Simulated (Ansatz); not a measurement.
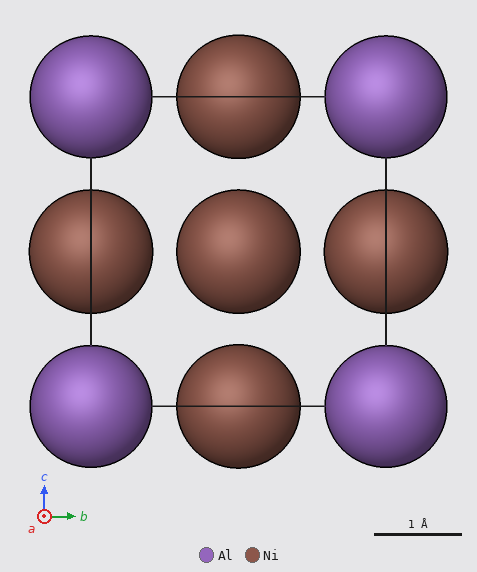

Crystalline AlNi3 (set up in P4/mmm), before the relaxation. The picture is a spheres-only view of the cell of the calculation, seen along the a axis.

Case: biaxial strain in the a-b plane of -3.0 %; c and atoms relaxed.

These are results of DFT PBEsol, scalar-relativistic, plane waves, PAW in Ansatz, not measurements.

Input
```yaml
crystal:
  lattice:
    - [3.4135195398, 0.0, 0.0]
    - [0.0, 3.4135195398, 0.0]
    - [0.0, 0.0, 3.5824359706]
  atoms:
    - { symbol: Al, position: [0.0, 0.0, 0.0] }
    - { symbol: Ni, position: [0.0, 0.5, 0.5], spin: 0.28 }
    - { symbol: Ni, position: [0.5, 0.0, 0.5], spin: 0.28 }
    - { symbol: Ni, position: [0.5, 0.5, 0.0], spin: 0.28 }
basis:
  ecutwfc: 420
kpoints:
  mp_grid: { grid: [14, 14, 14] }
hamiltonian:
  xc: pbesol
scf:
  occupations: { method: gaussian, width: 0.1 }
output:
  forces: true
  stress: true
  eigenvalues: true
  populations: true
magnetization:
  spin_polarized: true
relax:
  adjacent_minimum: "off"
  f_tol: 0.008
  max_steps: 40
  cell: { stress_tol: 0.015, fix: [a, b, gamma] }
```

Command:
```bash
ansatz run input.yaml --threads 1 --pin off --max-ram 2560MiB --backend cpu --events-out ev --progress --plain --runs-dir out
```

### Predict the outcome.

Over 4 accepted moves (6 points after the start) the energy falls by 13.1 meV per cell of the calculation. All forces vanish by symmetry, so only the cell relaxes. The pressure goes from 9.78 to 5.67 GPa. The SCF was repeated twice at an unchanged geometry on a basis and grid sized afresh for the cell, which shifted the energy by 0.3 meV per cell of the calculation at most. The atoms keep their places relative to the cell (all moves are under 0.005 Å). The volume changes by +1.8 %, with a = b unchanged at 3.414 Å, c 3.582 → 3.646 Å (+1.8 %). Near-neighbour distances that change, for instance: Al1–Ni2 2.474 → 2.497 Å, Ni2–Ni4 2.474 → 2.497 Å. The space group stays P4/mmm (No. 123). Cost: 3.6 min on 1 thread of Intel(R) Xeon(R) Platinum 8559C (Emerald Rapids), on a shared host, peak memory 0.9 GiB.

Step by step:

| step | E − E(0), meV/atom | pressure, GPa | volume, Å³/atom | note |
| --- | --- | --- | --- | --- |
| 0 | 0.00 | 9.78 | 10.436 |  |
| 1 | -2.08 | 8.07 | 10.511 |  |
| 2 | -3.20 | 5.76 | 10.618 |  |
| 3 | -3.20 | 5.68 | 10.622 |  |
| 4 | -3.27 | 5.69 | 10.622 | same geometry, new basis |
| 5 | -3.27 | 5.67 | 10.622 |  |
| 6 | -3.27 | 5.67 | 10.622 | same geometry, new basis |

After the run, drawn alike:

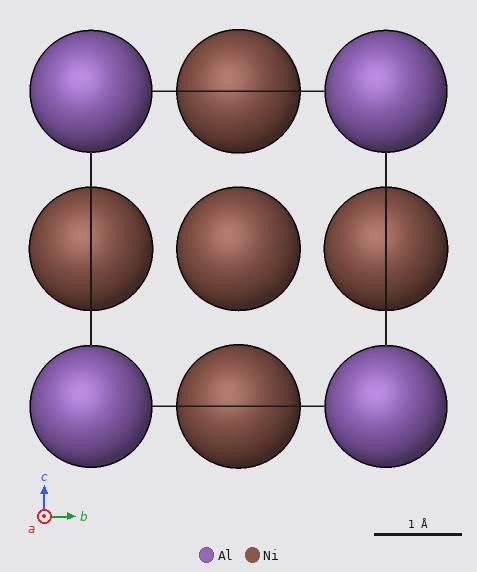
